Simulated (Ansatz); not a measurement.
Geometry relaxation, with input and output: Fe₂O₃ (part 3 of 3)

Fe₂O₃ (R-3c, 10 atoms in the cell); DFT PBE, scalar-relativistic, plane waves, PAW, spin-polarised (Ansatz 0.2.0); cutoff 420 eV, 6×6×6 k-mesh, Gaussian smearing of 0.05 eV, collinear spins. The structure derives from an entry of the Crystallography Open Database.

Geometry of the input (Å; fractional positions):
```
2.5190  1.4543  4.5907
-2.5190  1.4543  4.5907
0.0000  -2.9087  4.5907
Fe 0.3553  0.3553  0.3553
Fe 0.1447  0.1447  0.1447
Fe 0.6447  0.6447  0.6447
Fe 0.8553  0.8553  0.8553
O  0.5559  0.9441  0.2500
O  0.2500  0.5559  0.9441
O  0.9441  0.2500  0.5559
O  0.4441  0.0559  0.7500
O  0.7500  0.4441  0.0559
O  0.0559  0.7500  0.4441
```

### Output, continued
```
--- Relaxed structure (11 steps of the walk, 11 accepted, 2 SCFs on fresh bases) ---
  F+E_penalty+E_count = -21323.64577422 eV   max|allowed force component| = 5.976e-4 eV/Å   (the final SCF, on the basis selected at the relaxed cell)
  cell:  # Å, volume = 87.4909 Å³
    - [2.386502881076738, 1.3778480808114721, 4.43453843723375]
    - [-2.386502881076738, 1.3778480808114721, 4.43453843723375]
    - [-4.884760249143791e-34, -2.755696161622944, 4.43453843723375]
  atoms:
    - { symbol: Fe, position: [0.34545419219310813, 0.34545419219310813, 0.34545419219310813] }
    - { symbol: Fe, position: [0.15454580780689184, 0.15454580780689184, 0.15454580780689184] }
    - { symbol: Fe, position: [0.6545458078068918, 0.6545458078068918, 0.6545458078068918] }
    - { symbol: Fe, position: [0.8454541921931078, 0.8454541921931078, 0.8454541921931078] }
    - { symbol: O, position: [0.5632180996527536, 0.9367819003472463, 0.24999999999999994] }
    - { symbol: O, position: [0.25, 0.5632180996527536, 0.9367819003472463] }
    - { symbol: O, position: [0.9367819003472462, 0.25000000000000006, 0.5632180996527536] }
    - { symbol: O, position: [0.43678190034724623, 0.0632180996527536, 0.7499999999999998] }
    - { symbol: O, position: [0.7499999999999999, 0.4367819003472462, 0.06321809965275377] }
    - { symbol: O, position: [0.0632180996527536, 0.7499999999999998, 0.43678190034724623] }
--- Löwdin populations: 10 sites ---
  site symbol       q [e]    m [muB]
     0     Fe     15.0051     0.9354
     1     Fe     15.0051     0.9354
     2     Fe     15.0051     0.9354
     3     Fe     15.0051     0.9354
     4      O      6.6063     0.0429
     5      O      6.6063     0.0429
     6      O      6.6063     0.0429
     7      O      6.6063     0.0429
     8      O      6.6063     0.0429
     9      O      6.6063     0.0429
  spilling = 0.003417 (of n_electrons = 100.000000)
```

### Trajectory as extended XYZ (Å, eV, eV/Å), 13 frames, from step=1 to step=13
```
10
Lattice="2.5190 1.4543 4.5907 -2.5190 1.4543 4.5907 0.0000 -2.9087 4.5907" Properties=species:S:1:pos:R:3:forces:R:3 step=1 energy=-21322.53472 pressure_GPa=-3.99
Fe    0.0000    0.0000    4.8932    0.0000   0.0000  -0.8824
Fe    0.0000    0.0000    1.9928    0.0000   0.0000   0.8824
Fe    0.0000    0.0000    8.8788    0.0000   0.0000   0.8824
Fe    0.0000    0.0000   11.7792    0.0000   0.0000  -0.8824
O    -0.9779    1.4543    8.0337    0.1305   0.0000   0.0000
O    -0.7706   -1.5740    8.0337   -0.0652   0.1130   0.0000
O     1.7484    0.1197    8.0337   -0.0652  -0.1130   0.0000
O     0.9779   -1.4543    5.7383   -0.1305   0.0000   0.0000
O     0.7706    1.5740    5.7383    0.0652  -0.1130   0.0000
O    -1.7484   -0.1197    5.7383    0.0652   0.1130   0.0000
10
Lattice="2.5034 1.4454 4.6025 -2.5034 1.4454 4.6025 0.0000 -2.8907 4.6025" Properties=species:S:1:pos:R:3:forces:R:3 step=2 energy=-21322.74406 pressure_GPa=-6.96
Fe    0.0000    0.0000    4.8570    0.0000   0.0000  -0.7319
Fe    0.0000    0.0000    2.0467    0.0000   0.0000   0.7319
Fe    0.0000    0.0000    8.9504    0.0000   0.0000   0.7319
Fe    0.0000    0.0000   11.7608    0.0000   0.0000  -0.7319
O    -0.9405    1.4454    8.0543    0.0076   0.0000   0.0000
O    -0.7815   -1.5372    8.0543   -0.0038   0.0066   0.0000
O     1.7220    0.0918    8.0543   -0.0038  -0.0066   0.0000
O     0.9405   -1.4454    5.7531   -0.0076   0.0000   0.0000
O     0.7815    1.5372    5.7531    0.0038  -0.0066   0.0000
O    -1.7220   -0.0918    5.7531    0.0038   0.0066   0.0000
10
Lattice="2.3955 1.3830 4.5897 -2.3955 1.3830 4.5897 0.0000 -2.7661 4.5897" Properties=species:S:1:pos:R:3:forces:R:3 step=3 energy=-21322.98588 pressure_GPa=-5.25
Fe    0.0000    0.0000    4.6481    0.0000   0.0000   1.3526
Fe    0.0000    0.0000    2.2365    0.0000   0.0000  -1.3526
Fe    0.0000    0.0000    9.1210    0.0000   0.0000  -1.3526
Fe    0.0000    0.0000   11.5326    0.0000   0.0000   1.3526
O    -0.7934    1.3830    8.0320   -0.9155   0.0000   0.0000
O    -0.8011   -1.3786    8.0320    0.4578  -0.7928   0.0000
O     1.5944   -0.0044    8.0320    0.4578   0.7928   0.0000
O     0.7934   -1.3830    5.7371    0.9155   0.0000   0.0000
O     0.8011    1.3786    5.7371   -0.4578   0.7928   0.0000
O    -1.5944    0.0044    5.7371   -0.4578  -0.7928   0.0000
10
Lattice="2.4322 1.4042 4.5762 -2.4322 1.4042 4.5762 0.0000 -2.8085 4.5762" Properties=species:S:1:pos:R:3:forces:R:3 step=4 energy=-21323.29858 pressure_GPa=-8.54
Fe    0.0000    0.0000    4.7375    0.0000   0.0000  -0.1462
Fe    0.0000    0.0000    2.1269    0.0000   0.0000   0.1462
Fe    0.0000    0.0000    8.9912    0.0000   0.0000   0.1462
Fe    0.0000    0.0000   11.6018    0.0000   0.0000  -0.1462
O    -0.8787    1.4042    8.0084   -0.2365   0.0000   0.0000
O    -0.7767   -1.4631    8.0084    0.1183  -0.2048   0.0000
O     1.6555    0.0589    8.0084    0.1183   0.2048   0.0000
O     0.8787   -1.4042    5.7203    0.2365   0.0000   0.0000
O     0.7767    1.4631    5.7203   -0.1183   0.2048   0.0000
O    -1.6555   -0.0589    5.7203   -0.1183  -0.2048   0.0000
10
Lattice="2.3655 1.3657 4.5037 -2.3655 1.3657 4.5037 0.0000 -2.7314 4.5037" Properties=species:S:1:pos:R:3:forces:R:3 step=5 energy=-21323.64228 pressure_GPa=0.45
Fe    0.0000    0.0000    4.6491    0.0000   0.0000   0.1150
Fe    0.0000    0.0000    2.1065    0.0000   0.0000  -0.1150
Fe    0.0000    0.0000    8.8620    0.0000   0.0000  -0.1150
Fe    0.0000    0.0000   11.4046    0.0000   0.0000   0.1150
O    -0.8609    1.3657    7.8815   -0.3061   0.0000   0.0000
O    -0.7523   -1.4284    7.8815    0.1531  -0.2651   0.0000
O     1.6132    0.0627    7.8815    0.1531   0.2651   0.0000
O     0.8609   -1.3657    5.6296    0.3061   0.0000   0.0000
O     0.7523    1.4284    5.6296   -0.1531   0.2651   0.0000
O    -1.6132   -0.0627    5.6296   -0.1531  -0.2651   0.0000
10
Lattice="2.3721 1.3695 4.4424 -2.3721 1.3695 4.4424 0.0000 -2.7390 4.4424" Properties=species:S:1:pos:R:3:forces:R:3 step=6 energy=-21323.67174 pressure_GPa=3.54
Fe    0.0000    0.0000    4.6011    0.0000   0.0000   0.0511
Fe    0.0000    0.0000    2.0625    0.0000   0.0000  -0.0511
Fe    0.0000    0.0000    8.7261    0.0000   0.0000  -0.0511
Fe    0.0000    0.0000   11.2646    0.0000   0.0000   0.0511
O    -0.8893    1.3695    7.7742    0.1087   0.0000   0.0000
O    -0.7414   -1.4549    7.7742   -0.0543   0.0941   0.0000
O     1.6307    0.0854    7.7742   -0.0543  -0.0941   0.0000
O     0.8893   -1.3695    5.5530   -0.1087   0.0000   0.0000
O     0.7414    1.4549    5.5530    0.0543  -0.0941   0.0000
O    -1.6307   -0.0854    5.5530    0.0543   0.0941   0.0000
10
Lattice="2.3954 1.3830 4.4587 -2.3954 1.3830 4.4587 0.0000 -2.7660 4.4587" Properties=species:S:1:pos:R:3:forces:R:3 step=7 energy=-21323.66814 pressure_GPa=-2.63
Fe    0.0000    0.0000    4.6230    0.0000   0.0000  -0.0418
Fe    0.0000    0.0000    2.0650    0.0000   0.0000   0.0418
Fe    0.0000    0.0000    8.7530    0.0000   0.0000   0.0418
Fe    0.0000    0.0000   11.3110    0.0000   0.0000  -0.0418
O    -0.8974    1.3830    7.8027   -0.0021   0.0000   0.0000
O    -0.7490   -1.4686    7.8027    0.0011  -0.0018   0.0000
O     1.6464    0.0856    7.8027    0.0011   0.0018   0.0000
O     0.8974   -1.3830    5.5733    0.0021   0.0000   0.0000
O     0.7490    1.4686    5.5733   -0.0011   0.0018   0.0000
O    -1.6464   -0.0856    5.5733   -0.0011  -0.0018   0.0000
10
Lattice="2.3843 1.3766 4.4358 -2.3843 1.3766 4.4358 0.0000 -2.7531 4.4358" Properties=species:S:1:pos:R:3:forces:R:3 step=8 energy=-21323.68169 pressure_GPa=1.04
Fe    0.0000    0.0000    4.5977    0.0000   0.0000  -0.0115
Fe    0.0000    0.0000    2.0559    0.0000   0.0000   0.0115
Fe    0.0000    0.0000    8.7096    0.0000   0.0000   0.0115
Fe    0.0000    0.0000   11.2514    0.0000   0.0000  -0.0115
O    -0.8908    1.3766    7.7626    0.0071   0.0000   0.0000
O    -0.7467   -1.4598    7.7626   -0.0036   0.0062   0.0000
O     1.6376    0.0832    7.7626   -0.0036  -0.0062   0.0000
O     0.8908   -1.3766    5.5447   -0.0071   0.0000   0.0000
O     0.7467    1.4598    5.5447    0.0036  -0.0062   0.0000
O    -1.6376   -0.0832    5.5447    0.0036   0.0062   0.0000
10
Lattice="2.3884 1.3790 4.4383 -2.3884 1.3790 4.4383 0.0000 -2.7579 4.4383" Properties=species:S:1:pos:R:3:forces:R:3 step=9 energy=-21323.68101 pressure_GPa=-0.01
Fe    0.0000    0.0000    4.6002    0.0000   0.0000  -0.0088
Fe    0.0000    0.0000    2.0572    0.0000   0.0000   0.0088
Fe    0.0000    0.0000    8.7146    0.0000   0.0000   0.0088
Fe    0.0000    0.0000   11.2576    0.0000   0.0000  -0.0088
O    -0.8926    1.3790    7.7670   -0.0029   0.0000   0.0000
O    -0.7479   -1.4625    7.7670    0.0015  -0.0025   0.0000
O     1.6405    0.0835    7.7670    0.0015   0.0025   0.0000
O     0.8926   -1.3790    5.5478    0.0029   0.0000   0.0000
O     0.7479    1.4625    5.5478   -0.0015   0.0025   0.0000
O    -1.6405   -0.0835    5.5478   -0.0015  -0.0025   0.0000
10
Lattice="2.3887 1.3791 4.4373 -2.3887 1.3791 4.4373 0.0000 -2.7582 4.4373" Properties=species:S:1:pos:R:3:forces:R:3 step=10 energy=-21323.68102 pressure_GPa=-0.01
Fe    0.0000    0.0000    4.5991    0.0000   0.0000  -0.0054
Fe    0.0000    0.0000    2.0569    0.0000   0.0000   0.0054
Fe    0.0000    0.0000    8.7129    0.0000   0.0000   0.0054
Fe    0.0000    0.0000   11.2551    0.0000   0.0000  -0.0054
O    -0.8928    1.3791    7.7653   -0.0011   0.0000   0.0000
O    -0.7479   -1.4628    7.7653    0.0005  -0.0009   0.0000
O     1.6408    0.0836    7.7653    0.0005   0.0009   0.0000
O     0.8928   -1.3791    5.5467    0.0011   0.0000   0.0000
O     0.7479    1.4628    5.5467   -0.0005   0.0009   0.0000
O    -1.6408   -0.0836    5.5467   -0.0005  -0.0009   0.0000
10
Lattice="2.3887 1.3791 4.4373 -2.3887 1.3791 4.4373 0.0000 -2.7582 4.4373" Properties=species:S:1:pos:R:3:forces:R:3 step=11 energy=-21323.64519 pressure_GPa=-0.64
Fe    0.0000    0.0000    4.5991    0.0000   0.0000  -0.0065
Fe    0.0000    0.0000    2.0569    0.0000   0.0000   0.0065
Fe    0.0000    0.0000    8.7129    0.0000   0.0000   0.0065
Fe    0.0000    0.0000   11.2551    0.0000   0.0000  -0.0065
O    -0.8928    1.3791    7.7653   -0.0012   0.0000   0.0000
O    -0.7479   -1.4628    7.7653    0.0006  -0.0011   0.0000
O     1.6408    0.0836    7.7653    0.0006   0.0011   0.0000
O     0.8928   -1.3791    5.5467    0.0012   0.0000   0.0000
O     0.7479    1.4628    5.5467   -0.0006   0.0011   0.0000
O    -1.6408   -0.0836    5.5467   -0.0006  -0.0011   0.0000
10
Lattice="2.3865 1.3778 4.4345 -2.3865 1.3778 4.4345 0.0000 -2.7557 4.4345" Properties=species:S:1:pos:R:3:forces:R:3 step=12 energy=-21323.64689 pressure_GPa=0.01
Fe    0.0000    0.0000    4.5958    0.0000   0.0000  -0.0006
Fe    0.0000    0.0000    2.0560    0.0000   0.0000   0.0006
Fe    0.0000    0.0000    8.7078    0.0000   0.0000   0.0006
Fe    0.0000    0.0000   11.2476    0.0000   0.0000  -0.0006
O    -0.8915    1.3778    7.7604   -0.0002   0.0000   0.0000
O    -0.7475   -1.4610    7.7604    0.0001  -0.0001   0.0000
O     1.6390    0.0831    7.7604    0.0001   0.0001   0.0000
O     0.8915   -1.3778    5.5432    0.0002   0.0000   0.0000
O     0.7475    1.4610    5.5432   -0.0001   0.0001   0.0000
O    -1.6390   -0.0831    5.5432   -0.0001  -0.0001   0.0000
10
Lattice="2.3865 1.3778 4.4345 -2.3865 1.3778 4.4345 0.0000 -2.7557 4.4345" Properties=species:S:1:pos:R:3:forces:R:3 step=13 energy=-21323.64577 pressure_GPa=-0.01
Fe    0.0000    0.0000    4.5958    0.0000   0.0000  -0.0006
Fe    0.0000    0.0000    2.0560    0.0000   0.0000   0.0006
Fe    0.0000    0.0000    8.7078    0.0000   0.0000   0.0006
Fe    0.0000    0.0000   11.2476    0.0000   0.0000  -0.0006
O    -0.8915    1.3778    7.7604   -0.0002   0.0000   0.0000
O    -0.7475   -1.4610    7.7604    0.0001  -0.0001   0.0000
O     1.6390    0.0831    7.7604    0.0001   0.0001   0.0000
O     0.8915   -1.3778    5.5432    0.0002   0.0000   0.0000
O     0.7475    1.4610    5.5432   -0.0001   0.0001   0.0000
O    -1.6390   -0.0831    5.5432   -0.0001  -0.0001   0.0000
```

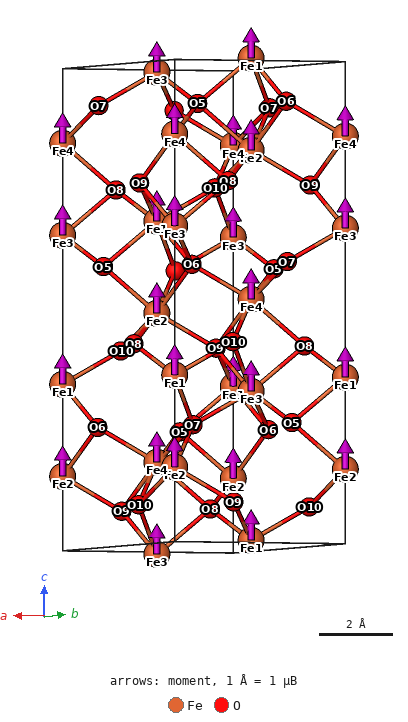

**Figure 1.** Magnetic moments of the sites as pink arrows (ball-and-stick view of the cell 3 times as large as that of the calculation, set on its symmetry axes, seen at an oblique angle; atoms are numbered from 1 in the order of the input); small moments hardly show. The run is collinear, so the axis drawn is arbitrary. Site moments: all 4 Fe atoms (0.86 μB). They are counted near the atoms and needn't add up to the moment of the cell.
